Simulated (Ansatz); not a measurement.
Pt$_{12}$S$_{23}$: geometry relaxation (part 2 of 3)

Pt$_{12}$S$_{23}$ (defect cell, 35 atoms in the cell); DFT PBE+D3(BJ), scalar-relativistic, plane waves, PAW, no spin polarisation (Ansatz 0.2.0); cutoff 420 eV, 3×3×3 k-mesh, Gaussian smearing of 0.1 eV. The structure derives from an entry of the Crystallography Open Database. It belongs to a series of runs on one base structure; here: atom 24 (S) set half-way to the vacancy, atoms relaxed in the symmetry of that start.

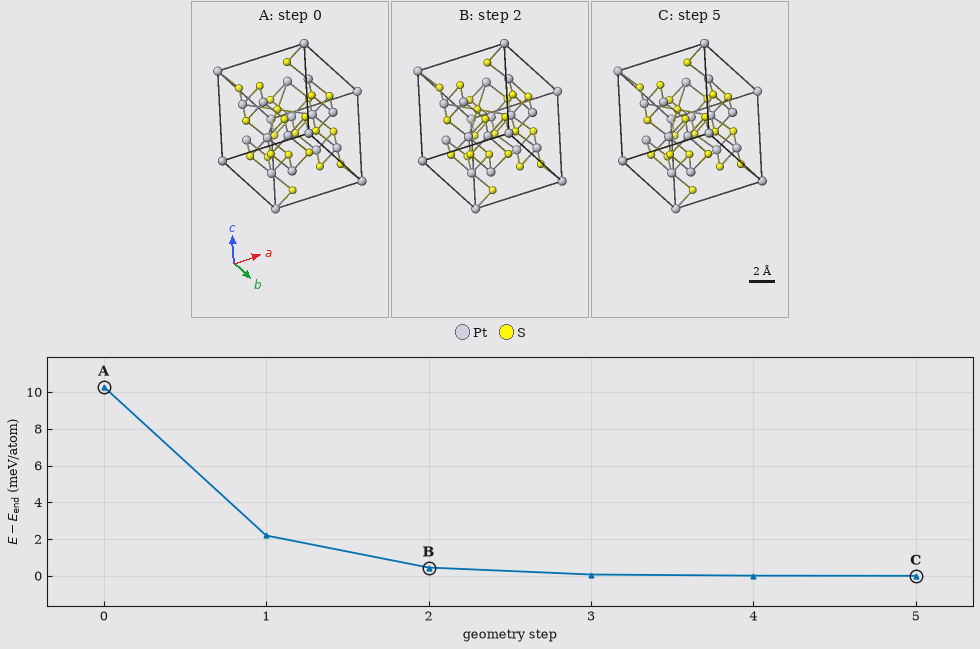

**Figure 1.** Frames of the relaxation (ball-and-stick view of the cell of the calculation, seen at an oblique angle) above the curves, on which the letters mark them (the first geometry is step 0 here and step 1 in the log).

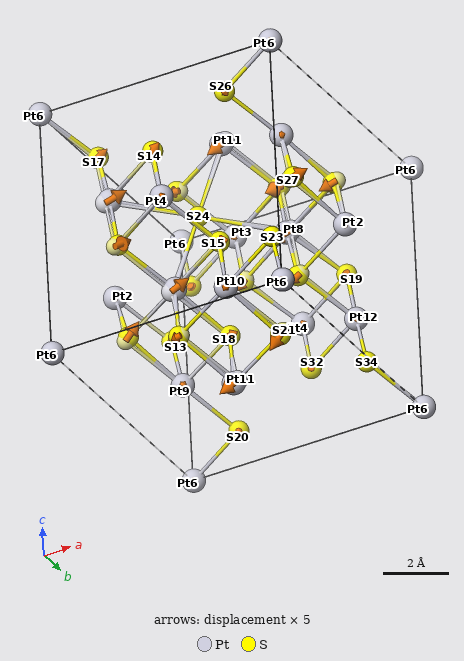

**Figure 2.** Start (faint) and end (solid) with the displacements as orange arrows, magnified 5 times (ball-and-stick view of the cell of the calculation, seen at an oblique angle). Over 5 geometry steps the energy falls by 10.3 meV per atom. Largest force component: 0.5 eV/Å at the start, 0.0093 eV/Å at the end. The largest moves, 0.16 Å, are those of Pt1 and Pt8. By element the largest moves are Pt 0.16 Å, S 0.15 Å. The lattice vectors keep their values. Among the contacts that change: Pt11–S24 2.940 → 2.822 Å, Pt2–S33 2.395 → 2.330 Å, Pt11–S18 2.395 → 2.458 Å, Pt2–S30 2.395 → 2.454 Å. Among the angles that change: S18–Pt11–S24 148.8° → 154.9°, S19–Pt8–S24 148.8° → 153.9°, S13–Pt2–S27 180.0° → 175.2°. (Atoms are counted from 1 in the order of the input.)

```
SCF converged after 6 iterations
Free energy (F): -171047.335776 eV
Harris-Foulkes:  -171047.335776 eV  (|F-HF|=1.91e-8)
Internal energy: -171047.299443 eV  (E = F + TS)
E sigma→0 (E₀):  -171047.317609 eV
Entropy (-TS):   -0.036333 eV (-1.038 meV/atom)
Fermi energy:    11.708173 eV
--- Per-component energies (eV) ---
  E_band       = -3575.011532
  E_kinetic    = 10094.528658
  E_local      = -33661.270546  (includes V_loc(G=0)·N_el)
  E_nonlocal   = 3043.396835
  E_hartree    = 13081.423087
  E_xc         = -5372.668036
  E_vxc        = -5643.417399  (∫ρ·V_xc dr)
  E_paw        = -127248.821420  (= ΣΔE_a)
  E_vpaw       = -3571.094040  (= ΣTr[D̂ρ^β])
  E_aug_tail   = 0.002304  (compensation charges beyond the density's cutoff)
  E_ewald      = -30968.454504
  E_disp       = -15.435821  (pairwise vdW)
  E_smearing   = -0.036333  (= −TS)
  E_closure    = -0.000000  (closes the sum)
  Σ components = -171047.335776   (vs F -171047.335776, Δ=0.00e0)
--- Forces (eV/Å), atoms counted from 1 ---
  atom   1  Pt    -0.00058800    -0.00009724    -0.00030643
  atom   2  Pt     0.00929058    -0.00050658    -0.00332122
  atom   3  Pt    -0.00281559     0.00096617    -0.00138981
  atom   4  Pt     0.00281559    -0.00096617     0.00138981
  atom   5  Pt    -0.00929058     0.00050658     0.00332122
  atom   6  Pt     0.00221758    -0.00103548    -0.00055165
  atom   7  Pt    -0.00057682     0.00134040    -0.00173237
  atom   8  Pt     0.00058800     0.00009724     0.00030643
  atom   9  Pt     0.00046410     0.00252684    -0.00350497
  atom  10  Pt    -0.00046410    -0.00252684     0.00350497
  atom  11  Pt     0.00057682    -0.00134040     0.00173237
  atom  12  Pt    -0.00221758     0.00103548     0.00055165
  atom  13  S      0.00262804    -0.00127490     0.00077620
  atom  14  S      0.00032217    -0.00021916     0.00036293
  atom  15  S      0.00200842     0.00106058    -0.00292173
  atom  16  S     -0.00089969    -0.00080737     0.00265441
  atom  17  S      0.00243341    -0.00283423     0.00144149
  atom  18  S      0.00372028    -0.00381824    -0.00167967
  atom  19  S      0.00030900    -0.00019688    -0.00244919
  atom  20  S      0.00007586    -0.00217678     0.00077868
  atom  21  S     -0.00039619    -0.00046044    -0.00075344
  atom  22  S      0.00152888    -0.00004185    -0.00099913
  atom  23  S     -0.00110527    -0.00061418    -0.00035797
  atom  24  S      0.00000000     0.00000000     0.00000000
  atom  25  S     -0.00032217     0.00021916    -0.00036293
  atom  26  S     -0.00262804     0.00127490    -0.00077620
  atom  27  S      0.00089969     0.00080737    -0.00265441
  atom  28  S     -0.00200842    -0.00106058     0.00292173
  atom  29  S     -0.00372028     0.00381824     0.00167967
  atom  30  S     -0.00243341     0.00283423    -0.00144149
  atom  31  S     -0.00030900     0.00019688     0.00244919
  atom  32  S     -0.00007586     0.00217678    -0.00077868
  atom  33  S      0.00039619     0.00046044     0.00075344
  atom  34  S      0.00110527     0.00061418     0.00035797
  atom  35  S     -0.00152888     0.00004185     0.00099913
  max |Σ_I F_I| component: 2.82e-18 eV/Å
--- Stress (GPa, compression-positive) ---
       -0.923083      -0.118114      -0.782805
       -0.118114      -1.548287       0.439244
       -0.782805       0.439244      -1.687098
  P = ⅓ Tr σ = -1.3862 GPa (-13.862 kbar)
--- Band table (eV; the first three rows and the last of 14) ---
  k-point 0: bands = ["-87.8992", "-87.8991", "-87.8149", "-87.8148", "-87.7451", "-87.7451", "-87.5906", "-87.5906", "-87.4980", "-87.4980", "-87.2680", "-87.2679", "-42.1595", "-42.1533", "-42.1365", "-42.1359", "-42.0741", "-42.0720", "-42.0555", "-42.0516", "-42.0161", "-42.0156", "-42.0082", "-42.0082", "-41.9835", "-41.9835", "-41.9358", "-41.9352", "-41.9122", "-41.9122", "-41.8597", "-41.8597", "-41.8276", "-41.8252", "-41.8218", "-41.8215", "-41.7351", "-41.7345", "-41.6792", "-41.6792",
      "-41.6361", "-41.6283", "-41.5752", "-41.5738", "-41.5698", "-41.5690", "-41.2843", "-41.2838", "-3.8407", "-2.7321", "-2.5858", "-2.5756", "-2.5544", "-2.3874", "-2.3656", "-1.9483", "-1.8527", "-1.8085", "-1.7776", "-1.7704", "-1.7684", "-1.6963", "-1.6866", "-1.6487", "-1.6120", "-1.5793", "-1.5735", "-1.5091", "-1.4411", "-0.6581", "-0.3663", "4.2941", "4.3938", "4.4453", "4.5328", "4.7758", "4.8003", "4.8544", "4.8589", "4.9233",
      "5.0170", "5.0752", "5.1259", "5.1802", "5.2089", "5.2151", "5.2598", "5.2877", "5.3324", "5.3633", "5.4169", "5.4582", "5.5072", "5.5313", "5.8315", "5.8863", "5.9299", "5.9909", "6.0795", "6.1297", "6.3015", "6.3473", "6.4108", "6.4236", "6.5248", "6.5775", "6.6675", "6.7863", "6.8055", "6.8747", "6.9590", "7.0444", "7.0847", "7.1607", "7.2359", "7.2948", "7.3623", "7.3956", "7.4096", "7.4481",
      "7.4537", "7.4942", "7.5360", "7.7574", "7.7653", "7.8716", "7.9607", "7.9880", "8.0198", "8.0327", "8.0672", "8.2231", "8.2965", "8.3621", "8.3888", "8.3993", "8.4964", "8.5567", "8.5690", "8.5923", "8.6704", "8.6823", "8.7050", "8.7124", "8.7445", "8.7990", "8.8531", "8.9233", "9.0018", "9.0367", "9.1227", "9.1902", "9.4379", "9.6531", "9.6587", "9.6920", "9.7567", "9.8079", "9.8101", "9.8548",
      "9.8854", "9.9694", "9.9719", "10.0250", "10.1393", "10.1586", "10.1882", "10.3203", "10.3759", "10.4338", "10.5295", "10.6268", "10.6672", "10.7310", "10.8784", "11.3041", "11.6519", "11.9173", "11.9778", "12.1840", "12.4118", "12.5509", "12.5885", "12.6248", "12.7525", "12.8041", "12.9350", "13.0198", "13.3820", "13.3978", "13.4032", "13.4296", "13.5759", "13.6135", "13.6509", "13.6857", "13.6991", "14.0136", "14.1736", "14.3874",
      "15.8321", "15.9761", "16.6100", "16.6105", "16.8450", "17.1832", "17.2539", "17.3292", "17.4668", "17.4837", "17.6445", "17.6500", "17.9539"]
  k-point 1: bands = ["-87.8992", "-87.8991", "-87.8149", "-87.8148", "-87.7451", "-87.7451", "-87.5906", "-87.5906", "-87.4980", "-87.4980", "-87.2680", "-87.2679", "-42.1595", "-42.1533", "-42.1365", "-42.1359", "-42.0741", "-42.0720", "-42.0555", "-42.0516", "-42.0161", "-42.0156", "-42.0082", "-42.0081", "-41.9835", "-41.9835", "-41.9358", "-41.9352", "-41.9122", "-41.9122", "-41.8597", "-41.8597", "-41.8276", "-41.8251", "-41.8217", "-41.8216", "-41.7351", "-41.7345", "-41.6792", "-41.6792",
      "-41.6361", "-41.6283", "-41.5753", "-41.5737", "-41.5698", "-41.5690", "-41.2843", "-41.2838", "-3.6770", "-3.2176", "-2.5282", "-2.5134", "-2.4086", "-2.3727", "-2.1922", "-2.0847", "-2.0212", "-1.9095", "-1.8568", "-1.8327", "-1.7655", "-1.6941", "-1.6624", "-1.6157", "-1.5903", "-1.5550", "-1.4245", "-1.3699", "-1.2263", "-0.8451", "-0.3695", "4.4460", "4.5011", "4.6339", "4.6544", "4.6901", "4.7262", "4.7870", "4.8367", "4.8471",
      "4.8890", "4.9705", "5.0296", "5.1687", "5.1775", "5.2705", "5.3425", "5.3533", "5.3756", "5.4274", "5.5067", "5.5491", "5.6435", "5.7388", "5.7711", "5.8007", "5.8980", "5.9352", "5.9839", "5.9907", "6.0993", "6.2690", "6.3254", "6.4117", "6.5301", "6.6314", "6.6872", "6.7830", "6.8658", "6.8887", "6.9760", "6.9997", "7.0823", "7.1002", "7.1480", "7.2436", "7.2772", "7.3247", "7.3558", "7.4236",
      "7.4805", "7.4873", "7.5251", "7.5409", "7.6432", "7.7471", "7.8535", "7.9220", "8.0217", "8.1098", "8.1647", "8.2231", "8.2790", "8.3533", "8.4047", "8.4959", "8.4966", "8.5683", "8.5923", "8.6246", "8.6861", "8.7369", "8.7684", "8.8015", "8.8779", "8.9004", "8.9402", "9.0716", "9.1485", "9.1961", "9.2579", "9.2981", "9.3699", "9.4187", "9.4631", "9.5441", "9.5675", "9.5957", "9.7806", "9.8671",
      "9.8991", "9.9176", "9.9864", "10.0869", "10.1156", "10.2090", "10.2491", "10.2866", "10.3676", "10.4399", "10.5440", "10.6762", "10.9626", "10.9884", "11.1080", "11.4233", "11.6264", "11.8892", "11.9505", "12.0476", "12.4128", "12.5007", "12.6510", "12.7173", "12.9352", "13.0217", "13.1211", "13.1654", "13.2493", "13.3629", "13.4010", "13.4351", "13.4918", "13.5252", "13.6219", "13.7073", "13.7774", "13.8704", "13.9786", "14.0502",
      "16.0787", "16.2257", "16.5178", "16.6317", "16.7326", "16.8720", "17.0755", "17.1457", "17.2461", "17.2932", "17.4849", "17.5518", "17.6442"]
  k-point 2: bands = ["-87.8992", "-87.8991", "-87.8149", "-87.8148", "-87.7451", "-87.7451", "-87.5906", "-87.5906", "-87.4980", "-87.4980", "-87.2680", "-87.2679", "-42.1595", "-42.1533", "-42.1365", "-42.1359", "-42.0741", "-42.0720", "-42.0555", "-42.0516", "-42.0161", "-42.0156", "-42.0082", "-42.0082", "-41.9836", "-41.9835", "-41.9358", "-41.9352", "-41.9122", "-41.9122", "-41.8597", "-41.8597", "-41.8276", "-41.8251", "-41.8217", "-41.8216", "-41.7351", "-41.7345", "-41.6792", "-41.6792",
      "-41.6361", "-41.6283", "-41.5752", "-41.5738", "-41.5698", "-41.5690", "-41.2843", "-41.2838", "-3.6847", "-3.1762", "-2.6005", "-2.5046", "-2.4529", "-2.3058", "-2.2157", "-2.0868", "-1.9578", "-1.9273", "-1.8562", "-1.8286", "-1.7717", "-1.7188", "-1.7088", "-1.6032", "-1.5592", "-1.5110", "-1.4675", "-1.3809", "-1.2370", "-0.8645", "-0.2775", "4.3862", "4.5049", "4.6296", "4.6333", "4.6489", "4.7499", "4.7635", "4.8111", "4.8435",
      "4.9268", "4.9704", "5.0736", "5.0880", "5.2207", "5.2315", "5.3107", "5.3548", "5.4192", "5.4496", "5.4899", "5.5323", "5.5952", "5.7001", "5.7125", "5.7931", "5.8687", "5.9476", "6.0099", "6.0768", "6.1109", "6.2432", "6.3681", "6.4637", "6.5051", "6.5141", "6.6131", "6.7523", "6.8690", "6.9642", "6.9821", "7.0606", "7.1128", "7.1250", "7.2244", "7.2447", "7.2773", "7.3301", "7.3647", "7.3824",
      "7.5075", "7.5203", "7.5642", "7.6295", "7.6580", "7.7415", "7.8119", "7.8977", "7.9268", "8.0302", "8.1168", "8.2619", "8.2973", "8.3567", "8.4513", "8.5152", "8.5393", "8.5748", "8.6449", "8.6799", "8.6948", "8.7250", "8.7584", "8.8255", "8.9087", "8.9379", "8.9642", "9.0326", "9.0919", "9.1641", "9.2550", "9.2636", "9.4246", "9.4811", "9.5403", "9.5700", "9.6273", "9.7054", "9.7530", "9.8496",
      "9.8786", "9.9802", "10.0388", "10.0880", "10.1406", "10.1979", "10.2317", "10.3051", "10.4064", "10.4499", "10.5057", "10.6303", "10.7934", "11.0394", "11.0460", "11.2887", "11.4829", "11.8283", "11.9157", "12.0236", "12.3865", "12.4161", "12.6897", "12.7568", "12.9015", "13.0691", "13.1159", "13.1916", "13.2243", "13.2676", "13.3634", "13.4772", "13.5218", "13.5579", "13.6157", "13.7094", "13.7979", "13.8431", "14.0078", "14.0216",
      "15.9864", "16.2344", "16.4220", "16.5343", "16.8282", "16.8952", "17.1075", "17.1362", "17.1848", "17.3733", "17.4894", "17.6652", "17.8609"]
```
